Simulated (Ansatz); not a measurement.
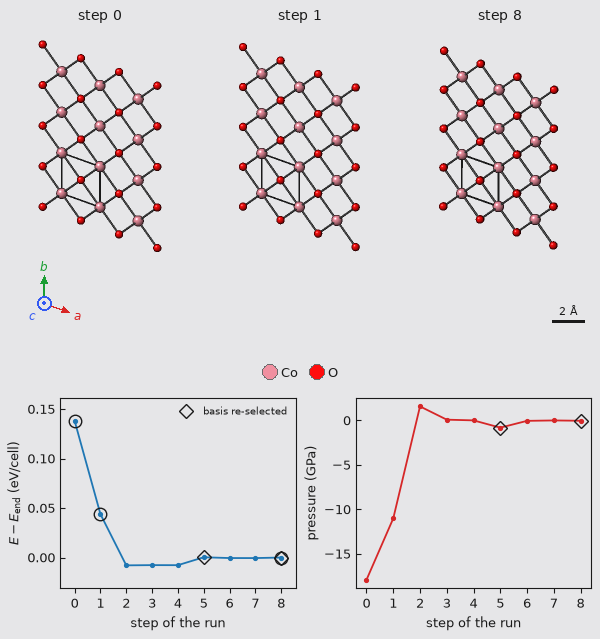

Frames of a relaxation of a crystal of CoO (set up in I4/mmm), marked on the history of the run. The picture is a ball-and-stick view of the cell of the calculation, repeated 2 × 3 × 1 with one cell outlined, seen along the c axis.

Case: relaxed functional: LDA.

Theory: Ansatz, DFT LDA, scalar-relativistic, plane waves, PAW. (plane-wave cutoff 420 eV; k-point mesh 20 × 20 × 20; occupations gaussian; smearing width 0.1 eV; collinear spin; cell and atoms relaxed; force threshold 0.01 eV/Å; at most 60 steps)

What happens along the run?

Answer. Over 6 accepted moves (8 points after the start) the energy falls by 0.138 eV per cell of the calculation. All forces vanish by symmetry, so only the cell relaxes. Pressure: −17.92 GPa at the start and −0.04 GPa at the end. At 2 points the geometry stayed and the basis and grid were re-selected for the new cell (energy shift of 8.0 meV per cell of the calculation at most each time). No atom moves by more than 0.005 Å relative to the cell. The drawn cell changes as follows: a = b = c 2.998 → 2.881 Å (−3.9 %), α 119.6° → 120.0°, β 119.6° → 120.0°, γ 90.7° → 90.0°; the volume changes by −11.8 %. Some distances before and after: Co–O 2.133 → 2.037 Å, Co–O 2.107 → 2.037 Å. The space group (tolerance 0.01 Å) goes from I4/mmm (No. 139) to Fm-3m (No. 225). The run took 14 min on 1 thread of Intel(R) Xeon(R) Processor @ 2.50GHz (Skylake/Cascade Lake), with other jobs on the host, peak memory 0.72 GiB. From step 0 to 1: volume −5.1 %, energy −94.3 meV per cell of the calculation. From step 1 to 8: volume −7.1 %, energy −43.8 meV per cell of the calculation.
